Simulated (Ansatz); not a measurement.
**Band-structure calculation of WSi₂**

- system: WSi₂ (I4/mmm, 3 atoms in the cell)
- method: DFT, PBE, PAW with Ansatz's default frozen-core files, scalar-relativistic, no spin polarisation (Ansatz 0.2.0)

It belongs to a series of runs on one base structure; here: volume scaled by 0.62, PAW files. Figures and captions count atoms from 1; the log counts them from 0 in places.

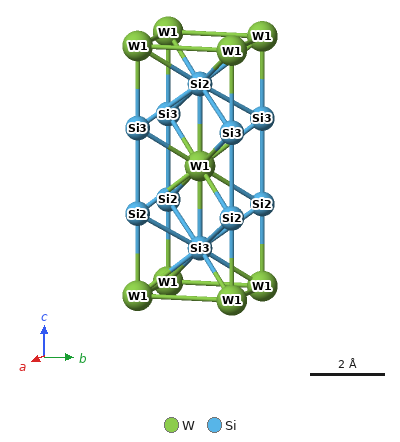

The structure as given in the input (ball-and-stick view of the cell 2 times as large as that of the calculation, set on its symmetry axes, seen slightly off an axis; atoms are numbered from 1 in the order of the input).

## The input
```yaml
crystal:
  lattice:
    - [-1.3556999766, 1.3556999766, 3.4592873773]
    - [1.3556999766, -1.3556999766, 3.4592873773]
    - [1.3556999766, 1.3556999766, -3.4592873773]
  atoms:
    - { symbol: W, position: [0.0, 0.0, 0.0] }
    - { symbol: Si, position: [0.3286846634, 0.3286846634, 0.0] }
    - { symbol: Si, position: [-0.3286846634, -0.3286846634, 0.0] }
kpoints:
  mp_grid: { grid: [14, 14, 14] }
  band_path:
    path:
      - [0.0, 0.0, 0.0]
      - [0.0, 0.0, 0.5]
      - [0.25, 0.25, 0.25]
      - [0.0, 0.5, 0.0]
      - [0.0, 0.0, 0.0]
      - [0.5, 0.5, -0.5]
      - [0.2883967001, 0.7116032999, -0.2883967001]
      - [-0.2883967001, 0.2883967001, 0.2883967001]
      - [0.0, 0.0, 0.0]
    npoints: 8
scf:
  occupations: { method: fermi_dirac, width: 0.1 }
hamiltonian:
  xc: pbe
  pseudopotentials: { kind: paw }
output:
  forces: true
  stress: true
  eigenvalues: true
  populations: true
  dos: { projected: true, de: 0.2, e_range: [-14, 8] }
  write_density: true
  write_potential: true
  elf: true
  volumetric_format: npy
```

Launched with:
```bash
ansatz run input.yaml --threads 1 --pin off --max-ram 3072MiB --backend cpu --events-out ev --progress --plain --runs-dir out
```

## What the program printed
```
Engine: ansatz 0.2.0, x86_64-unknown-linux-gnu
Pseudopotentials: kind: paw
Pseudopotential: W, paw, valence charge 14, recommended cutoff 420 eV (normal), W.paw.azcp
Pseudopotential: Si, paw, valence charge 4, recommended cutoff 420 eV (normal), Si.paw.azcp
Functional definition: PBE
  parameter kappa = 0.804
  parameter beta = 0.06672455060314922
  exchange = pbe_x(kappa = kappa, mu = beta*pi^2/3)
  correlation = pbe_c(beta = beta)
Crystal: 3 atoms, lattice volume = 25.432 Å³
Basis set: ecut = 420 eV, 511 PW (Γ), exchange–correlation on 54×54×54 points (8 copies of the dense FFT grid, shifted against one another)
Bands: 15, of which v1, the nominal top of the filled ones, is band 11 counted from 1 (10 counted from 0)
Symmetry: 16 space group operations
Space group: I4/mmm (ITA 139), of the structure as read, at distance tolerance 2.9e-5 Å
k-points: 244 of 2744
Non-local potential: W, projectors of the file, l = 0: 3, l = 1: 2, l = 2: 2, l = 3: 1
Non-local potential: Si, projectors of the file, l = 0: 2, l = 1: 2, l = 2: 2
PAW form: soft (Blöchl's): semilocal exchange-correlation on the pseudo side does not see the compensation charge
PAW one-centre angular grid: W, 590 points (default); XC on 64 Gauss nodes
PAW one-centre angular grid: Si, 110 points (default); XC on 64 Gauss nodes
Initial density: superposition of atomic densities (neutral atoms: chi_scale 0, normalization atom), corrected by the library's trained network
Initial wavefunctions: pseudopotential atomic-orbital guess
Functional: x = pbe(κ = 0.804, μ = 0.2195149727645171), c = pbe(β = 0.06672455060314922)
SCF iter   1: F=—  HF=-11648.405182 eV  |F-HF|=—  |Δ(HF+E_count)|=         —  Δρ=2.64e-2  dr2=2.28e-1  ethr=1.77e-3  ⟨swp⟩=5.6  Hψ=22477  notcnv=0
preconditioner: auto → Kerker (q_TF=auto, 2.663 Å⁻¹)  [metal: Δε(μ)=0.040 eV  Ē_g=11.605 eV  σ=0.100 eV  W_gap=0.10  n_scr=10 (ndim 8)  ℏωp=27.6 eV  f_vac=0.000  D(μ)=0.24/eV (n_scr^D=0)]
SCF iter   2: F=—  HF=-11648.350734 eV  |F-HF|=—  |Δ(HF+E_count)|=   5.44e-2  Δρ=1.39e-2  dr2=5.55e-2  ethr=1.04e-3  ⟨swp⟩=1.9  Hψ=6220  notcnv=0
SCF iter   3: F=—  HF=-11648.333148 eV  |F-HF|=—  |Δ(HF+E_count)|=   1.76e-2  Δρ=1.77e-3  dr2=5.03e-4  ethr=2.52e-4  ⟨swp⟩=2.1  Hψ=5682  notcnv=0
SCF iter   4: F=—  HF=-11648.332964 eV  |F-HF|=—  |Δ(HF+E_count)|=   1.84e-4  Δρ=2.71e-4  dr2=1.39e-5  ethr=2.29e-6  ⟨swp⟩=2.2  Hψ=6022  notcnv=0
SCF iter   5: F=—  HF=-11648.332960 eV  |F-HF|=—  |Δ(HF+E_count)|=   3.93e-6  Δρ=3.96e-5  dr2=3.34e-7  ethr=6.31e-8  ⟨swp⟩=2.1  Hψ=5244  notcnv=0
SCF iter   6: F=-11648.332960 eV  HF=-11648.332960 eV  |F-HF|=3.17e-10  |Δ(HF+E_count)|=   9.05e-8  Δρ=4.90e-6  dr2=2.36e-9  ethr=4.55e-10  ⟨swp⟩=10.6  Hψ=26732  notcnv=0
SCF 1 converged in 6 iterations: F = -11648.332960 eV  dr2 = 2.36e-9
  greatest PAW one-centre occupation: 0.999 electrons in one spin orbital (limit 2), on the W atom at site 0 (counted from 0), in its partial waves of l = 0
```

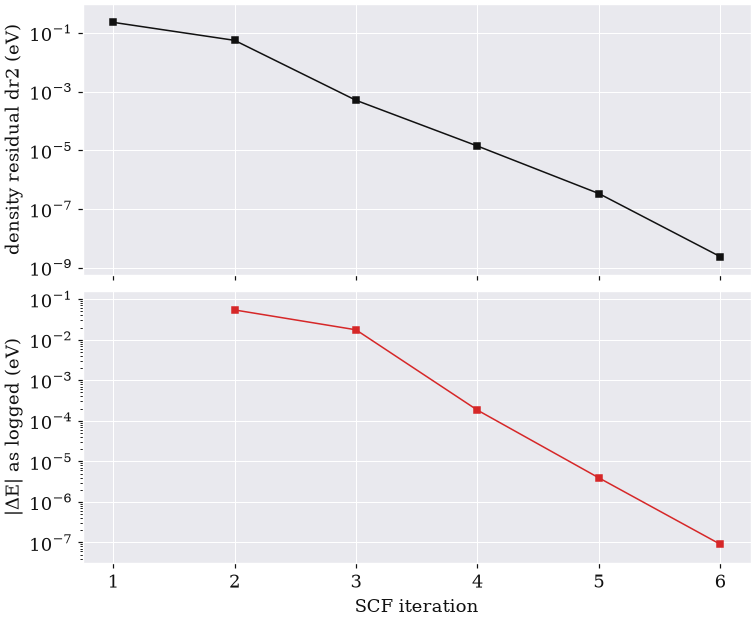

Convergence of the self-consistent field: density residual dr2 and size of the energy change against the SCF iteration. The residual falls at every step.

```
NSCF: frozen V_eff on 65 k-points
SCF converged after 6 iterations
Free energy (F): -11648.332960 eV
Harris-Foulkes:  -11648.332960 eV  (|F-HF|=3.17e-10)
Internal energy: -11648.325796 eV  (E = F + TS)
E sigma→0 (E₀):  -11648.329378 eV
Entropy (-TS):   -0.007165 eV (-2.388 meV/atom)
Fermi energy:    27.515312 eV
--- Per-component energies (eV) ---
  E_band       = 133.040616
  E_kinetic    = 605.311265
  E_local      = -628.135678  (includes V_loc(G=0)·N_el)
  E_nonlocal   = 64.844082
  E_hartree    = 296.925863
  E_xc         = -403.360101
  E_vxc        = -366.349932  (∫ρ·V_xc dr)
  E_paw        = -9594.339352  (= ΣΔE_a)
  E_vpaw       = -136.481022  (= ΣTr[D̂ρ^β])
  E_aug_tail   = -0.000050  (compensation charges beyond the density's cutoff)
  E_ewald      = -1989.571824
  E_smearing   = -0.007165  (= −TS)
  E_closure    = -0.000000  (closes the sum)
  Σ components = -11648.332960   (vs F -11648.332960, Δ=0.00e0)
--- Forces (eV/Å), atoms counted from 1 ---
  atom   1  W      0.00000000     0.00000000     0.00000000
  atom   2  Si     0.00000000     0.00000000     0.00038890
  atom   3  Si     0.00000000     0.00000000    -0.00038890
  max |Σ_I F_I| component: 9.71e-17 eV/Å
--- Stress (GPa, compression-positive) ---
      281.954909      -0.000000       0.000000
       -0.000000     281.954909      -0.000000
       -0.000000       0.000000     282.027050
  P = ⅓ Tr σ = 281.9790 GPa (2819.790 kbar)
--- Band table (eV; the first three rows and the last of 244) ---
  k-point 0: bands = ["-45.5331", "-10.6599", "-9.9020", "-9.9020", "9.0975", "17.1554", "21.2140", "23.3367", "23.3367", "24.0083", "28.0382", "29.1203", "33.3067", "33.3067", "34.1305"]
  k-point 1: bands = ["-45.5246", "-10.6445", "-9.9748", "-9.9597", "9.3621", "17.4445", "21.4324", "22.3532", "22.3947", "24.9412", "27.8697", "29.2534", "33.4791", "33.6744", "33.8481"]
  k-point 2: bands = ["-45.5011", "-10.6019", "-10.1668", "-10.1188", "10.1169", "18.2338", "20.7691", "21.3092", "22.0627", "25.5193", "25.6709", "31.4894", "33.6738", "33.8851", "33.9193"]
  k-point 243: bands = ["-45.5300", "-10.8233", "-9.9087", "-9.9087", "12.5033", "13.6150", "20.3055", "22.6464", "26.4974", "26.4974", "27.2838", "27.2838", "29.5134", "33.0480", "33.2254"]
--- Löwdin populations: 3 sites ---
  site symbol       q [e]
     0      W     14.4373
     1     Si      3.6358
     2     Si      3.6358
  spilling = 0.013231 (of n_electrons = 22.000000)
```

## File dos.tsv
```
# E-E_F[eV]	g_bin_mean(E)[states/eV]	N(E)
# format = ansatz-dos/2
# fermi_ev = 27.515312
# fermi_mp_grid = 14 14 14
# fermi_mp_shift = 0 0 0
# tetrahedron_fermi_ev = 27.525111
# g_bin_mean(E): the states in a bin one row spacing wide, centred on E, divided by that spacing. States that the method places at a single energy (under output.dos.method: tetrahedron, those of a tetrahedron whose four corners have one energy) are counted whole in the row whose bin holds that energy (on the edge of two bins, in the lower row). The sum of g_bin_mean over a run of rows, times the row spacing, is the number of states from half a spacing under the first of them to half a spacing over the last (a plain sum, not the trapezoid rule).
-14.000000	5.206211e-1	9.087583e0
-13.800000	5.680695e-1	9.197178e0
-13.600000	5.586997e-1	9.310853e0
-13.400000	5.357399e-1	9.420483e0
-13.200000	4.990685e-1	9.526029e0
-13.000000	4.325398e-1	9.617551e0
-12.800000	4.051763e-1	9.700477e0
-12.600000	4.349236e-1	9.782551e0
-12.400000	7.017058e-1	9.889492e0
-12.200000	6.612097e-1	1.004753e1
-12.000000	2.825007e-1	1.012896e1
-11.800000	4.470501e-1	1.019217e1
-11.600000	8.717759e-1	1.032407e1
-11.400000	9.944334e-1	1.052228e1
-11.200000	9.349157e-1	1.071407e1
-11.000000	9.101310e-1	1.089777e1
-10.800000	9.555791e-1	1.108231e1
-10.600000	9.168992e-1	1.127444e1
-10.400000	8.893524e-1	1.144979e1
-10.200000	6.512443e-1	1.161350e1
-10.000000	6.376273e-1	1.173359e1
-9.800000	7.054442e-1	1.186592e1
-9.600000	7.527387e-1	1.201375e1
-9.400000	8.372091e-1	1.217450e1
-9.200000	8.634203e-1	1.234428e1
-9.000000	7.750558e-1	1.250916e1
-8.800000	7.617761e-1	1.266224e1
-8.600000	7.322074e-1	1.281119e1
-8.400000	7.643358e-1	1.295917e1
-8.200000	1.024637e0	1.313461e1
-8.000000	8.480785e-1	1.333438e1
-7.800000	6.655387e-1	1.348073e1
-7.600000	5.270062e-1	1.359999e1
-7.400000	5.146167e-1	1.370295e1
-7.200000	6.226037e-1	1.380403e1
-7.000000	5.644841e-1	1.393538e1
-6.800000	6.569961e-1	1.405135e1
-6.600000	9.385775e-1	1.421080e1
-6.400000	1.214257e0	1.442237e1
-6.200000	1.333012e0	1.468373e1
-6.000000	1.194830e0	1.494897e1
-5.800000	1.027393e0	1.516006e1
-5.600000	1.189825e0	1.538217e1
-5.400000	8.036845e-1	1.558292e1
-5.200000	9.114905e-1	1.574605e1
-5.000000	1.320714e0	1.595975e1
-4.800000	2.044403e0	1.629741e1
-4.600000	2.255903e0	1.676072e1
-4.400000	1.781161e0	1.715027e1
-4.200000	1.642373e0	1.751323e1
-4.000000	9.449683e-1	1.775362e1
-3.800000	1.155089e0	1.793926e1
-3.600000	2.229628e0	1.826542e1
-3.400000	2.325400e0	1.876710e1
-3.200000	2.244741e0	1.921147e1
-3.000000	1.577356e0	1.962167e1
-2.800000	1.121913e0	1.985987e1
-2.600000	1.345297e0	2.009662e1
-2.400000	1.713649e0	2.041974e1
-2.200000	1.535448e0	2.073875e1
-2.000000	1.262026e0	2.102827e1
-1.800000	8.665749e-1	2.123938e1
-1.600000	7.248141e-1	2.139095e1
-1.400000	6.534175e-1	2.153080e1
-1.200000	5.432507e-1	2.165144e1
-1.000000	4.257074e-1	2.174576e1
-0.800000	2.724025e-1	2.182066e1
-0.600000	1.893679e-1	2.185957e1
-0.400000	2.372260e-1	2.190373e1
-0.200000	2.380843e-1	2.195151e1
0.000000	2.302891e-1	2.199774e1
0.200000	2.325265e-1	2.204400e1
0.400000	2.432408e-1	2.209107e1
0.600000	2.673986e-1	2.214205e1
0.800000	3.243363e-1	2.219950e1
1.000000	4.699759e-1	2.227760e1
1.200000	6.068839e-1	2.238867e1
1.400000	6.613955e-1	2.251378e1
1.600000	7.025114e-1	2.265086e1
1.800000	6.776731e-1	2.279034e1
2.000000	8.683162e-1	2.294032e1
2.200000	9.745390e-1	2.312919e1
2.400000	8.984779e-1	2.331744e1
2.600000	9.178705e-1	2.349664e1
2.800000	9.359487e-1	2.368507e1
3.000000	9.451113e-1	2.387001e1
3.200000	1.011685e0	2.406420e1
3.400000	1.099205e0	2.427645e1
3.600000	1.244794e0	2.450744e1
3.800000	1.373720e0	2.477491e1
4.000000	1.315532e0	2.504282e1
4.200000	1.430549e0	2.531495e1
4.400000	1.411826e0	2.560489e1
4.600000	1.220904e0	2.586834e1
4.800000	1.186800e0	2.610914e1
5.000000	1.173141e0	2.634015e1
5.200000	1.337411e0	2.658918e1
5.400000	1.474911e0	2.687012e1
5.600000	1.724505e0	2.719542e1
5.800000	1.675531e0	2.753604e1
6.000000	1.448346e0	2.785883e1
6.200000	9.591623e-1	2.809364e1
6.400000	1.044926e0	2.828249e1
6.600000	1.209134e0	2.851084e1
6.800000	1.471449e0	2.877344e1
7.000000	1.679406e0	2.909301e1
7.200000	1.455369e0	2.942116e1
7.400000	7.672231e-1	2.964282e1
7.600000	4.651529e-1	2.976168e1
7.800000	3.065913e-1	2.983469e1
8.000000	2.622799e-1	2.989097e1
```

## File populations.tsv
```
# site	symbol	l	j	q
# orbitals = lowdin
# n_electrons = 22.000000
# spilling = 0.013231
0	W	0_5S	-	1.865781
0	W	0_6S	-	0.484877
0	W	1_5P	-	5.966948
0	W	2_5D	-	6.119712
1	Si	0_3S	-	0.917500
1	Si	1_3P	-	2.718296
2	Si	0_3S	-	0.917500
2	Si	1_3P	-	2.718296
```

## File rho_z.tsv
```
# z_ang	rho[e/angstrom^3]
# format = ansatz-planar-average/11
# lattice	-1.355699977	1.355699977	3.459287377
# lattice	1.355699977	-1.355699977	3.459287377
# lattice	1.355699977	1.355699977	-3.459287377
# sites	3
# site	74	0.000000000	0.000000000	0.000000000
# site	14	0.000000000	0.000000000	2.274029414
# site	14	0.000000000	0.000000000	-2.274029414
0.000000	1.132273e0
0.146484	1.127879e0
0.292968	1.113800e0
0.439451	1.087947e0
0.585935	1.048478e0
0.732419	9.952537e-1
0.878903	9.306199e-1
1.025386	8.592176e-1
1.171870	7.869988e-1
1.318354	7.198830e-1
1.464838	6.626087e-1
1.611321	6.182128e-1
1.757805	5.882069e-1
1.904289	5.731396e-1
2.050773	5.731396e-1
2.197257	5.882069e-1
2.343740	6.182128e-1
2.490224	6.626087e-1
2.636708	7.198830e-1
2.783192	7.869988e-1
2.929675	8.592176e-1
3.076159	9.306199e-1
3.222643	9.952537e-1
3.369127	1.048478e0
3.515611	1.087947e0
3.662094	1.113800e0
3.808578	1.127879e0
```

## File v_z.tsv
```
# z_ang	v_es[eV]	v_tot[eV]
# format = ansatz-planar-average/11
# xc	pbe
# density_cutoff_ev	1680
# datasets	W=:simpson_from_first_knot:soft	Si=:simpson_from_first_knot:soft
# lattice	-1.355699977	1.355699977	3.459287377
# lattice	1.355699977	-1.355699977	3.459287377
# lattice	1.355699977	1.355699977	-3.459287377
# sites	3
# site	74	0.000000000	0.000000000	0.000000000
# site	14	0.000000000	0.000000000	2.274029414
# site	14	0.000000000	0.000000000	-2.274029414
0.000000	-1.710781e0	-1.873293e1
0.146484	-1.462991e0	-1.843118e1
0.292968	-7.284680e-1	-1.753811e1
0.439451	4.652107e-1	-1.608622e1
0.585935	2.072115e0	-1.412267e1
0.732419	4.027987e0	-1.171839e1
0.878903	6.252345e0	-8.984677e0
1.025386	8.647205e0	-6.078914e0
1.171870	1.109376e1	-3.184032e0
1.318354	1.344716e1	-4.787662e-1
1.464838	1.554285e1	1.880902e0
1.611321	1.722110e1	3.762674e0
1.757805	1.836709e1	5.062677e0
1.904289	1.893302e1	5.716570e0
2.050773	1.893302e1	5.716570e0
2.197257	1.836709e1	5.062677e0
2.343740	1.722110e1	3.762674e0
2.490224	1.554285e1	1.880902e0
2.636708	1.344716e1	-4.787662e-1
2.783192	1.109376e1	-3.184032e0
2.929675	8.647205e0	-6.078914e0
3.076159	6.252345e0	-8.984677e0
3.222643	4.027987e0	-1.171839e1
3.369127	2.072115e0	-1.412267e1
3.515611	4.652107e-1	-1.608622e1
3.662094	-7.284680e-1	-1.753811e1
3.808578	-1.462991e0	-1.843118e1
```

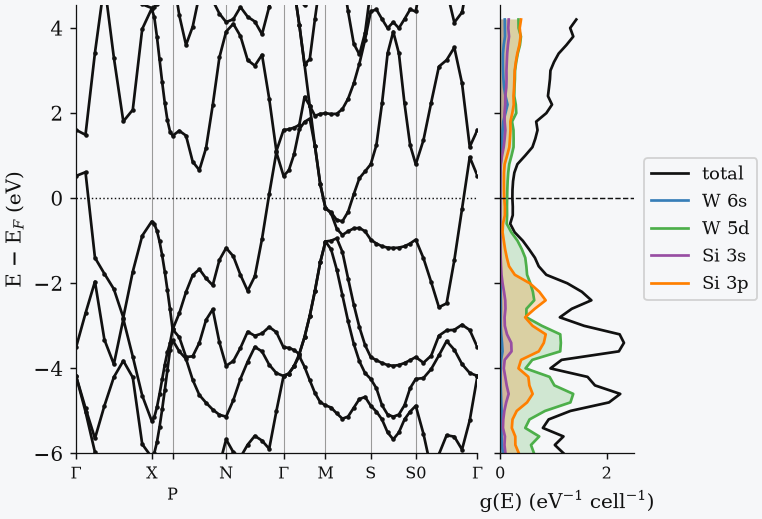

Band structure along Γ–X–P–N–Γ–M–S–S0–Γ and density of states (projected on Löwdin-orthogonalised atomic shells), with energies from the Fermi level. Bands cross the Fermi level: a metal at this level of theory.

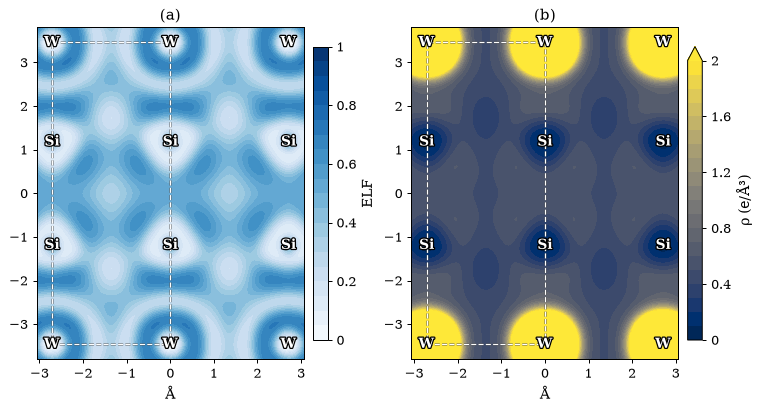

(a) ELF; (b) valence electron density on the (010) plane of the conventional cell. Si–W (2.27 Å): the density is about 0.71 e/Å³ at the midpoint; the ELF is about 0.35 at the midpoint. W–W (2.71 Å): ρ at the midpoint is about 0.48 e/Å³; the ELF is about 0.30 at the midpoint; no shared electron pair. Si–Si (2.37 Å): ρ at the midpoint is about 0.53 e/Å³, a local maximum along the line; the ELF is about 0.50 at the midpoint. Away from the nuclei the density in this plane falls to 0.34 e/Å³ at its lowest. The strong features right at W lie inside the PAW spheres (semicore, d or f shells) and say nothing about bonding. The fields are those of the smooth PAW valence density.

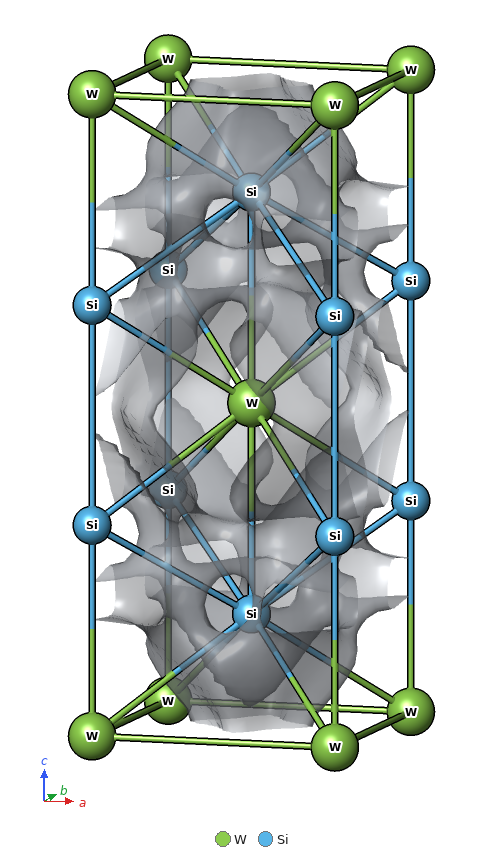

Isosurface of the electron localisation function at 0.5 (grey), seen slightly off an axis. Only the valence region is drawn (cores and ρ < 0.01 e/Å³ removed). Sticks mark near contacts. The outline is the cell set on symmetry axes. The ELF exceeds this value in one network that runs through the whole crystal, counted in one cell of 6 atoms. Along the contacts the grid gives the following. Si–Si (2.20 Å): the ELF peaks at about 0.70 between the atoms. Si–W (2.25 Å): the ELF is about 0.40 at the midpoint.

## Summary

| quantity | value |
| --- | --- |
| outcome | converged |
| space group (tolerance 0.01 Å) | I4/mmm (139) |
| electrons treated | 22 |
| free energy | −11648.3330 eV |
| Fermi energy | 27.515 eV |
| pressure | 281.98 GPa |
| electronic character | metal |
| largest force (length of the vector) | under 0.001 eV/Å |
| hardware | 1 thread of AMD EPYC (Zen 3), 32 GiB of memory available, shared host |
| wall time | 6.8 s |
| peak memory | 0.44 GiB |

## Notes

Spin–orbit coupling is left out, which matters for W. The cell is under a pressure of 282 GPa at this level, so it is not at its equilibrium volume.
